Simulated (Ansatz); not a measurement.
# MoS₂: a changed input and its effect

System: MoS₂ (3 atoms in the cell).
Method of the first run: DFT, PBEsol, plane waves, PAW, no spin polarisation (Ansatz 0.2.0).

The structure derives from an entry of the Crystallography Open Database. The geometry comes from this level: r2scan-rvv10. Text and figures count atoms from 1; the logs count them from 0 in places.

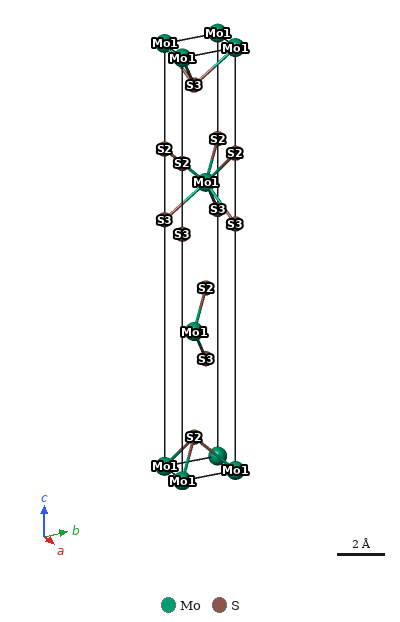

**Figure 1.** The structure (ball-and-stick view of the cell 3 times as large as that of the calculation, set on its symmetry axes, seen slightly off an axis; atoms are numbered from 1 in the order of the input). Near neighbours in the crystal (not all of them lie inside the picture): Mo has 6 S at 2.40 Å; S has 3 Mo at 2.40 Å.

## Input, the first run
```yaml
crystal:
  lattice:
    - [1.5875903435, 0.9165957122, 6.193928007]
    - [-1.5875903435, 0.9165957122, 6.193928007]
    - [0.0, -1.8331914244, 6.193928007]
  atoms:
    - { symbol: Mo, position: [9.65174e-05, 9.65174e-05, 9.65174e-05] }
    - { symbol: S, position: [0.2497906771, 0.2497906771, 0.2497906771] }
    - { symbol: S, position: [0.4171128055, 0.4171128055, 0.4171128055] }
kpoints:
  mp_grid: { grid: [6, 6, 6] }
hamiltonian:
  xc: pbesol
scf:
  occupations: { method: fixed }
  n_extra_bands: 4
  max_iter: 94
output:
  forces: true
  stress: true
  eigenvalues: true
basis:
  ecutrho_ratio: 8
```

Launched with:
```bash
ansatz run input.yaml --threads 4 --pin off --max-ram 3686MiB --backend cpu --events-out ev --progress --plain --runs-dir out
```

Hardware: 4 threads of Arm Neoverse N1, 98 GiB of memory available, shared host.

## Output, shortened to warnings, some set-up lines, iterations and results (the first run)
```
Basis set: ecut = 420 eV, 1035 PW (Γ), FFT grids on a1−a3, a2−a3, a3, exchange–correlation on 64×64×128 points (8 copies of the dense FFT grid, shifted against one another)
Symmetry: 6 space group operations
k-points: 32 of 216 (time reversal used)
Initial density: superposition of atomic densities (neutral atoms: chi_scale 0, normalization atom), corrected by the library's trained network
[...]
SCF iter   1: F=—  HF=-6670.154620 eV  |F-HF|=—  |Δ(HF+E_count)|=         —  Δρ=6.66e-3  dr2=1.71e-2  ethr=1.77e-3  ⟨swp⟩=4.9  Hψ=2546  notcnv=0  defer=58
SCF iter   2: F=—  HF=-6670.160663 eV  |F-HF|=—  |Δ(HF+E_count)|=   6.04e-3  Δρ=5.54e-3  dr2=3.79e-2  ethr=6.59e-5  ⟨swp⟩=2.5  Hψ=1100  notcnv=0  defer=64
SCF iter   3: F=—  HF=-6670.157710 eV  |F-HF|=—  |Δ(HF+E_count)|=   2.95e-3  Δρ=3.47e-3  dr2=1.29e-2  ethr=6.59e-5  ⟨swp⟩=2.2  Hψ=839  notcnv=0  defer=63
SCF iter   4: F=—  HF=-6670.156848 eV  |F-HF|=—  |Δ(HF+E_count)|=   8.61e-4  Δρ=1.48e-3  dr2=1.55e-3  ethr=4.96e-5  ⟨swp⟩=1.7  Hψ=573  notcnv=0  defer=60
SCF iter   5: F=—  HF=-6670.156888 eV  |F-HF|=—  |Δ(HF+E_count)|=   3.92e-5  Δρ=4.13e-4  dr2=1.76e-4  ethr=5.97e-6  ⟨swp⟩=2.1  Hψ=657  notcnv=0  defer=64
SCF iter   6: F=—  HF=-6670.156881 eV  |F-HF|=—  |Δ(HF+E_count)|=   6.25e-6  Δρ=9.33e-5  dr2=2.94e-6  ethr=6.76e-7  ⟨swp⟩=2.0  Hψ=726  notcnv=0  defer=3
SCF iter   7: F=—  HF=-6670.156880 eV  |F-HF|=—  |Δ(HF+E_count)|=   1.15e-6  Δρ=2.77e-5  dr2=1.68e-7  ethr=1.13e-8  ⟨swp⟩=2.0  Hψ=783  notcnv=0
SCF iter   8: F=-6670.156880 eV  HF=-6670.156880 eV  |F-HF|=7.49e-9  |Δ(HF+E_count)|=   2.08e-7  Δρ=4.47e-6  dr2=4.59e-9  ethr=3.85e-10  ⟨swp⟩=6.8  Hψ=2654  notcnv=0
SCF 1 converged in 8 iterations: F = -6670.156880 eV  dr2 = 4.59e-9
SCF converged after 8 iterations
Free energy (F): -6670.156880 eV
Harris-Foulkes:  -6670.156880 eV  (|F-HF|=7.49e-9)
Internal energy: -6670.156880 eV  (E = F + TS)
E sigma→0 (E₀):  -6670.156880 eV
Fermi energy:    10.698578 eV
--- Per-component energies (eV) ---
  E_band       = -162.025621
  E_kinetic    = 655.171140
  E_local      = -1999.877511  (includes V_loc(G=0)·N_el)
  E_nonlocal   = 201.360638
  E_hartree    = 769.993867
  E_xc         = -375.266209
  E_vxc        = -404.039160  (∫ρ·V_xc dr)
  E_paw        = -4311.824197  (= ΣΔE_a)
  E_vpaw       = -154.628737  (= ΣTr[D̂ρ^β])
  E_aug_tail   = -0.000001  (compensation charges beyond the density's cutoff)
  E_ewald      = -1610.047804
  E_core_change = 0.333198  (= ΣΔE_core)
  E_smearing   = -0.000000  (= −TS)
  E_closure    = -0.000000  (closes the sum)
  Σ components = -6670.156880   (vs F -6670.156880, Δ=0.00e0)
--- Forces (eV/Å), atoms counted from 1 ---
  atom   1  Mo     0.00000000    -0.00000000     0.00163455
  atom   2  S     -0.00000000     0.00000000     0.14193396
  atom   3  S     -0.00000000     0.00000000    -0.14359995
  max |Σ_I F_I| component: 3.14e-5 eV/Å
--- Stress (GPa, compression-positive) ---
       -3.146875       0.000000       0.000000
        0.000000      -3.146875      -0.000000
        0.000000      -0.000000      -1.174267
  P = ⅓ Tr σ = -2.4893 GPa (-24.893 kbar)
```

The input of the second run differs as follows (lines with − go, lines with + come):
```diff
-  max_iter: 94
-  ecutrho_ratio: 8
+  xc_grid: 3
```

Predict how the results change.

The energy doesn't change within 0.01 meV per atom. The number of SCF iterations is the same.

## Output, shortened to warnings, some set-up lines, iterations and results (the second run)
```
Basis set: ecut = 420 eV, 1035 PW (Γ), FFT grids on a1−a3, a2−a3, a3, exchange–correlation on 72×72×135 points (27 copies of the dense FFT grid, shifted against one another)
Symmetry: 6 space group operations
k-points: 32 of 216 (time reversal used)
Initial density: superposition of atomic densities (neutral atoms: chi_scale 0, normalization atom), corrected by the library's trained network
[...]
SCF iter   1: F=—  HF=-6670.154585 eV  |F-HF|=—  |Δ(HF+E_count)|=         —  Δρ=6.61e-3  dr2=1.71e-2  ethr=1.77e-3  ⟨swp⟩=4.9  Hψ=2546  notcnv=0  defer=58
SCF iter   2: F=—  HF=-6670.160655 eV  |F-HF|=—  |Δ(HF+E_count)|=   6.07e-3  Δρ=5.52e-3  dr2=3.79e-2  ethr=6.59e-5  ⟨swp⟩=2.5  Hψ=1103  notcnv=0  defer=64
SCF iter   3: F=—  HF=-6670.157708 eV  |F-HF|=—  |Δ(HF+E_count)|=   2.95e-3  Δρ=3.46e-3  dr2=1.29e-2  ethr=6.59e-5  ⟨swp⟩=2.2  Hψ=839  notcnv=0  defer=63
SCF iter   4: F=—  HF=-6670.156851 eV  |F-HF|=—  |Δ(HF+E_count)|=   8.58e-4  Δρ=1.47e-3  dr2=1.55e-3  ethr=4.96e-5  ⟨swp⟩=1.7  Hψ=572  notcnv=0  defer=60
SCF iter   5: F=—  HF=-6670.156889 eV  |F-HF|=—  |Δ(HF+E_count)|=   3.88e-5  Δρ=4.13e-4  dr2=1.79e-4  ethr=5.95e-6  ⟨swp⟩=2.1  Hψ=657  notcnv=0  defer=64
SCF iter   6: F=—  HF=-6670.156881 eV  |F-HF|=—  |Δ(HF+E_count)|=   7.98e-6  Δρ=9.29e-5  dr2=2.91e-6  ethr=6.88e-7  ⟨swp⟩=2.0  Hψ=730  notcnv=0  defer=3
SCF iter   7: F=—  HF=-6670.156882 eV  |F-HF|=—  |Δ(HF+E_count)|=   9.25e-7  Δρ=2.78e-5  dr2=1.69e-7  ethr=1.12e-8  ⟨swp⟩=2.0  Hψ=787  notcnv=0
SCF iter   8: F=-6670.156883 eV  HF=-6670.156883 eV  |F-HF|=7.40e-9  |Δ(HF+E_count)|=   2.08e-7  Δρ=4.50e-6  dr2=4.79e-9  ethr=3.85e-10  ⟨swp⟩=6.8  Hψ=2658  notcnv=0
SCF 1 converged in 8 iterations: F = -6670.156883 eV  dr2 = 4.79e-9
SCF converged after 8 iterations
Free energy (F): -6670.156883 eV
Harris-Foulkes:  -6670.156883 eV  (|F-HF|=7.40e-9)
Internal energy: -6670.156883 eV  (E = F + TS)
E sigma→0 (E₀):  -6670.156883 eV
Fermi energy:    10.698578 eV
--- Per-component energies (eV) ---
  E_band       = -162.025634
  E_kinetic    = 655.171146
  E_local      = -1999.877526  (includes V_loc(G=0)·N_el)
  E_nonlocal   = 201.360636
  E_hartree    = 769.993839
  E_xc         = -375.266213
  E_vxc        = -404.039164  (∫ρ·V_xc dr)
  E_paw        = -4311.824195  (= ΣΔE_a)
  E_vpaw       = -154.628738  (= ΣTr[D̂ρ^β])
  E_aug_tail   = 0.000037  (compensation charges beyond the density's cutoff)
  E_ewald      = -1610.047804
  E_core_change = 0.333198  (= ΣΔE_core)
  E_smearing   = -0.000000  (= −TS)
  E_closure    = 0.000000  (closes the sum)
  Σ components = -6670.156883   (vs F -6670.156883, Δ=0.00e0)
--- Forces (eV/Å), atoms counted from 1 ---
  atom   1  Mo     0.00000000     0.00000000     0.00163182
  atom   2  S      0.00000000     0.00000000     0.14193381
  atom   3  S      0.00000000     0.00000000    -0.14359998
  max |Σ_I F_I| component: 3.44e-5 eV/Å
--- Stress (GPa, compression-positive) ---
       -3.146871       0.000000      -0.000000
        0.000000      -3.146871      -0.000000
        0.000000      -0.000000      -1.174270
  P = ⅓ Tr σ = -2.4893 GPa (-24.893 kbar)
```

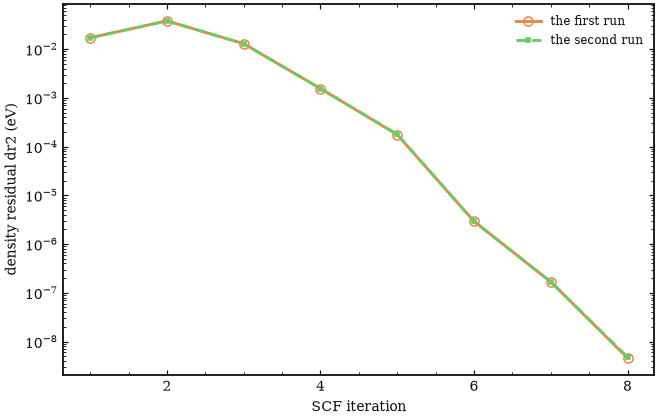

**Figure 2.** Convergence of the two runs: density residual dr2 against the SCF iteration. The first run takes 8 iterations in all, and the second run takes 8.

## The two runs side by side

```csv
quantity,the first run,the second run
outcome,converged,converged
free energy per atom (eV),−2223.3856,−2223.3856
gap on the mesh (eV),0.91,0.91
pressure (GPa),−2.49,−2.49
largest force (eV/Å),0.144,0.144
SCF iterations,8,8
irreducible k-points,32,32
plane waves at Γ,1035,1035
wall time (shared host),1.8 s,1.8 s
```
